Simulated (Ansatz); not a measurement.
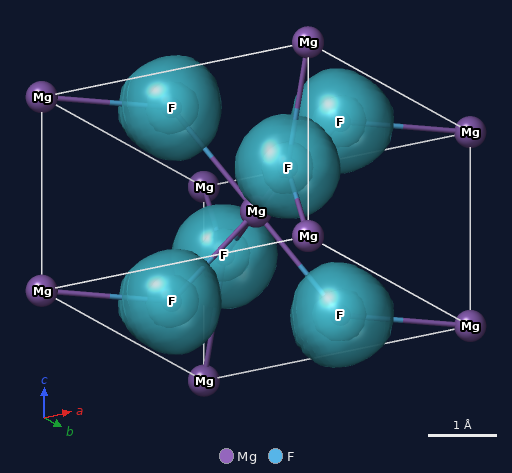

Figure 1: MgF$_{2}$. Isosurface of the electron localisation function at 0.75 (cyan), seen at an oblique angle. Only the valence region is drawn (cores and ρ < 0.01 e/Å³ removed). Sticks mark near contacts.

Space group P4₂/mnm; computed pressure about 5 GPa in this cell.

All numbers below come from DFT PBE, scalar-relativistic, plane waves, PAW in Ansatz 0.2.0.

Question: What do the ELF domains correspond to?

Answer: The ELF exceeds this value in four regions wrapped around F (the valence shell of each), counted in one cell of 6 atoms. Regions shared between cells count once.

Values along the shortest contacts:
Mg–F (1.98 Å): the ELF peaks at about 0.80 in the valence shell of F, 0.5 Å from its nucleus, and is about 0.20 at the midpoint (an ionic contact with no shared pair).

Question: Metal or insulator at this level of theory?

Answer: It is gapped, with a Kohn–Sham gap of 7.1 eV on the k-point mesh, an upper bound to the gap of this method.
